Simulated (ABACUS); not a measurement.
Run report: ZnS, band-structure run (part 1 of 2)

System: ZnS (2 atoms in the cell).
Method: Kohn-Sham DFT of a periodic cell, HCTH407, SPMS ONCV 1.0 PBE, no spin polarisation (ABACUS 3.10.1).

The structure derives from an entry of the Crystallography Open Database. It belongs to a series of runs on one base structure; here: bands on the converged density.

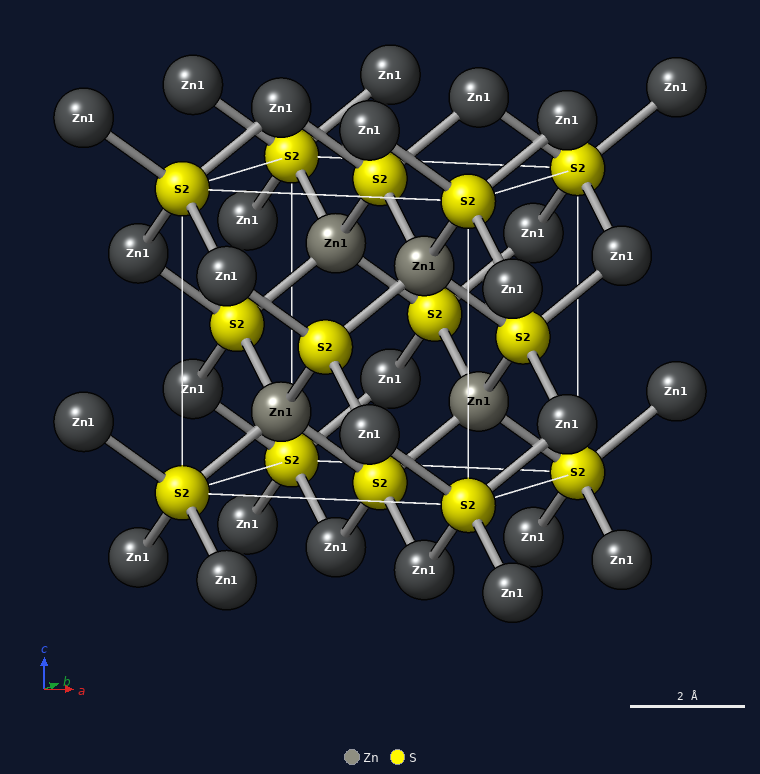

The structure as given in the input (ball-and-stick view of the cell 4 times as large as that of the calculation, set on its symmetry axes, seen slightly off an axis; neighbours outside the cell are drawn fainter; atoms are numbered from 1 in the order of the input). Near neighbours in the crystal (not all of them lie inside the picture): Zn has 4 S at 2.34 Å; S has 4 Zn at 2.34 Å.

## Input
```
INPUT_PARAMETERS
suffix              ZnS
calculation         nscf
basis_type          pw
pseudo_dir          ./
symmetry            -1
dft_functional      GGA_XC_HCTH_407
ecutwfc             84.0
pseudo_rcut         7
nspin               1
nbands              23
ks_solver           dav
smearing_method     fd
smearing_sigma      0.00367493
scf_thr             1e-08
scf_nmax            100
mixing_type         broyden
mixing_beta         0.7
init_chg            file
pw_diag_thr         1e-07
out_band            1
kpar                4
```

## File STRU
```
ATOMIC_SPECIES
Zn 65.3800 30_Zn_20_1.9_2.3_pbe_n_v1.0.upf
S 32.0600 16_S_6_1.8_1.9_pbe_n_v1.0.upf

LATTICE_CONSTANT
1.8897261246

LATTICE_VECTORS
0.0000000000 2.7020000000 2.7020000000
2.7020000000 0.0000000000 2.7020000000
2.7020000000 2.7020000000 0.0000000000

ATOMIC_POSITIONS
Direct

Zn
0.0
1
0.7500000000 0.7500000000 0.7500000000 1 1 1

S
0.0
1
0.0000000000 0.0000000000 0.0000000000 1 1 1
```

## File KPT
```
K_POINTS
12
Line
0.00000000 0.00000000 0.00000000 10 // G
0.50000000 0.00000000 0.50000000 10 // X
0.50000000 0.25000000 0.75000000 10 // W
0.37500000 0.37500000 0.75000000 10 // K
0.00000000 0.00000000 0.00000000 10 // G
0.50000000 0.50000000 0.50000000 10 // L
0.62500000 0.25000000 0.62500000 10 // U
0.50000000 0.25000000 0.75000000 10 // W
0.50000000 0.50000000 0.50000000 10 // L
0.37500000 0.37500000 0.75000000 1 // K
0.62500000 0.25000000 0.62500000 10 // U
0.50000000 0.00000000 0.50000000 1 // X
```

Run on 4 threads of Intel Xeon (Sapphire Rapids), 192 GiB of memory available, shared host.

Run as:
```bash
OMP_NUM_THREADS=1 mpirun -np 4 abacus > log
```

## Log
```
ABACUS v3.10.1

               Atomic-orbital Based Ab-initio Computation at UStc

 ------------------------------------------------------------------------------------

 READING GENERAL INFORMATION
                           global_out_dir = OUT.ZnS/
                           global_in_card = INPUT
                               pseudo_dir = ./
                              orbital_dir =
                                    DSIZE = 4
                                    GSIZE = 1

 READING UNITCELL INFORMATION
                                    ntype = 2
                  lattice constant (Bohr) = 1.88973
              lattice constant (Angstrom) = 1

 READING ATOM TYPE 1
                               atom label = Zn
                      L=0, number of zeta = 1
                      L=1, number of zeta = 1
                      L=2, number of zeta = 1
             number of atom for this type = 1

 READING ATOM TYPE 2
                               atom label = S
                      L=0, number of zeta = 1
                      L=1, number of zeta = 1
                      L=2, number of zeta = 1
             number of atom for this type = 1

                        TOTAL ATOM NUMBER = 2
DIRECT COORDINATES
    atom                   x                   y                   z     mag                  vx                  vy                  vz
taud_Zn1            0.7500000000        0.7500000000        0.7500000000  0.0000        0.0000000000        0.0000000000        0.0000000000
taud_S1            0.0000000000        0.0000000000        0.0000000000  0.0000        0.0000000000        0.0000000000        0.0000000000

                          Volume (Bohr^3) = 266.246
                             Volume (A^3) = 39.4535

 Lattice vectors: (Cartesian coordinate: in unit of a_0)
                   +0              +2.702              +2.702
               +2.702                  +0              +2.702
               +2.702              +2.702                  +0
 Reciprocal vectors: (Cartesian coordinate: in unit of 2 pi/a_0)
            -0.185048           +0.185048           +0.185048
            +0.185048           -0.185048           +0.185048
            +0.185048           +0.185048           -0.185048
 The esolver type has been set to : ksdft_pw

                PAO radial cut off (Bohr) = 7

 Read in pseudopotential file is 30_Zn_20_1.9_2.3_pbe_n_v1.0.upf
                     pseudopotential type = NC
          exchange-correlation functional = PBE
                 nonlocal core correction = 1
                        valence electrons = 20
                                     lmax = 2
                           number of zeta = 4
                     number of projectors = 6
                           L of projector = 0
                           L of projector = 0
                           L of projector = 1
                           L of projector = 1
                           L of projector = 2
                           L of projector = 2
 XC functional updated to : GGA_XC_HCTH_407
          exchange-correlation functional = GGA_XC_HCTH_407
                PAO radial cut off (Bohr) = 7

 Read in pseudopotential file is 16_S_6_1.8_1.9_pbe_n_v1.0.upf
                     pseudopotential type = NC
          exchange-correlation functional = PBE
                 nonlocal core correction = 1
                        valence electrons = 6
                                     lmax = 2
                           number of zeta = 2
                     number of projectors = 6
                           L of projector = 0
                           L of projector = 0
                           L of projector = 1
                           L of projector = 1
                           L of projector = 2
                           L of projector = 2
 XC functional updated to : GGA_XC_HCTH_407
          exchange-correlation functional = GGA_XC_HCTH_407
     initial pseudo atomic orbital number = 14

 SETUP THE ELECTRONS NUMBER
            electron number of element Zn = 20
      total electron number of element Zn = 20
             electron number of element S = 6
       total electron number of element S = 6
            AUTOSET number of electrons:  = 26
                           occupied bands = 13
                                   NBANDS = 23
                                   NLOCAL = 18

%%%%%%%%%%%%%%%%%%%%%%%%%%%%%%%%%%%%%%%%%%%%%%%%%%%%%%%%%%%%%%%%%%%%%%%%%%%%%%%%%%%%%%%%%%%%%%%%%%%%%%%%%%
 Warning: the number of valence electrons in pseudopotential > 12 for Zn: [Ar] 3d10 4s2
 Pseudopotentials with additional electrons can yield (more) accurate outcomes, but may be less efficient.
 If you're confident that your chosen pseudopotential is appropriate, you can safely ignore this warning.
%%%%%%%%%%%%%%%%%%%%%%%%%%%%%%%%%%%%%%%%%%%%%%%%%%%%%%%%%%%%%%%%%%%%%%%%%%%%%%%%%%%%%%%%%%%%%%%%%%%%%%%%%%

 SETUP THE PLANE WAVE BASIS
 energy cutoff for charge/potential (unit:Ry) = 336
            fft grid for charge/potential = [ 45, 45, 45 ]
                        fft grid division = [ 1, 1, 1 ]
        big fft grid for charge/potential = [ 45, 45, 45 ]
                                     nbxx = 91125
                                     nrxx = 91125

 SETUP PLANE WAVES FOR CHARGE/POTENTIAL
                    number of plane waves = 27581
                         number of sticks = 1201

 PARALLEL PW FOR CHARGE/POTENTIAL
     PROC   COLUMNS(POT)             PW
        1           1201          27581
 --------------- sum -------------------
        1           1201          27581
                            number of |g| = 298
                                  max |g| = 30.2706
                                  min |g| = 0

----------- Double Check Mixing Parameters Begin ------------
mixing_type: broyden
mixing_beta: 0.7
mixing_gg0: 1
mixing_gg0_min: 0.1
mixing_ndim: 8
----------- Double Check Mixing Parameters End ------------

 SETUP K-POINTS
                                    nspin = 1
                                   nkstot = 102
K-POINTS DIRECT COORDINATES
 KPOINTS    DIRECT_X    DIRECT_Y    DIRECT_Z  WEIGHT
       1  0.00000000  0.00000000  0.00000000  1.0000
       2  0.05000000  0.00000000  0.05000000  1.0000
       3  0.10000000  0.00000000  0.10000000  1.0000
       4  0.15000000  0.00000000  0.15000000  1.0000
       5  0.20000000  0.00000000  0.20000000  1.0000
       6  0.25000000  0.00000000  0.25000000  1.0000
       7  0.30000000  0.00000000  0.30000000  1.0000
       8  0.35000000  0.00000000  0.35000000  1.0000
       9  0.40000000  0.00000000  0.40000000  1.0000
      10  0.45000000  0.00000000  0.45000000  1.0000
      11  0.50000000  0.00000000  0.50000000  1.0000
      12  0.50000000  0.02500000  0.52500000  1.0000
      13  0.50000000  0.05000000  0.55000000  1.0000
      14  0.50000000  0.07500000  0.57500000  1.0000
      15  0.50000000  0.10000000  0.60000000  1.0000
      16  0.50000000  0.12500000  0.62500000  1.0000
      17  0.50000000  0.15000000  0.65000000  1.0000
      18  0.50000000  0.17500000  0.67500000  1.0000
      19  0.50000000  0.20000000  0.70000000  1.0000
      20  0.50000000  0.22500000  0.72500000  1.0000
      21  0.50000000  0.25000000  0.75000000  1.0000
      22  0.48750000  0.26250000  0.75000000  1.0000
      23  0.47500000  0.27500000  0.75000000  1.0000
      24  0.46250000  0.28750000  0.75000000  1.0000
      25  0.45000000  0.30000000  0.75000000  1.0000
      26  0.43750000  0.31250000  0.75000000  1.0000
      27  0.42500000  0.32500000  0.75000000  1.0000
      28  0.41250000  0.33750000  0.75000000  1.0000
      29  0.40000000  0.35000000  0.75000000  1.0000
      30  0.38750000  0.36250000  0.75000000  1.0000
[... 72 further k points ...]

           k-point number in this process = 26
       minimum distributed K point number = 25

[... K-POINTS CARTESIAN COORDINATES: 26 rows ...]

[... K-POINTS DIRECT COORDINATES: 26 rows ...]

 SETUP PLANE WAVES FOR WAVE FUNCTIONS
     energy cutoff for wavefunc (unit:Ry) = 84
              fft grid for wave functions = [ 45, 45, 45 ]
                    number of plane waves = 4285
                         number of sticks = 349

 PARALLEL PW FOR WAVE FUNCTIONS
     PROC   COLUMNS(POT)             PW
        1            349           4285
 --------------- sum -------------------
        1            349           4285

 SETUP NONLOCAL PSEUDOPOTENTIALS IN PLANE WAVE BASIS
 Zn non-local projectors:
 projector 1 L=0
 projector 2 L=0
 projector 3 L=1
 projector 4 L=1
 projector 5 L=2
 projector 6 L=2
 S non-local projectors:
 projector 1 L=0
 projector 2 L=0
 projector 3 L=1
 projector 4 L=1
 projector 5 L=2
 projector 6 L=2
      TOTAL NUMBER OF NONLOCAL PROJECTORS = 36

 Init Non-Local PseudoPotential table :
 Init Non-Local-Pseudopotential done.

                                     npwx = 3495

 Make real space PAO into reciprocal space.
       max mesh points in Pseudopotential = 701
     dq(describe PAO in reciprocal space) = 0.01
                                    max q = 1104

 number of pseudo atomic orbitals for Zn is 4
WARNING: norm of atomic wavefunction # 3 of atomic type Zn is 0.999997, renormalized
WARNING: norm of atomic wavefunction # 4 of atomic type Zn is 0.998385, renormalized

 number of pseudo atomic orbitals for S is 2
WARNING: norm of atomic wavefunction # 1 of atomic type S is 0.999996, renormalized
WARNING: norm of atomic wavefunction # 2 of atomic type S is 0.999693, renormalized
```
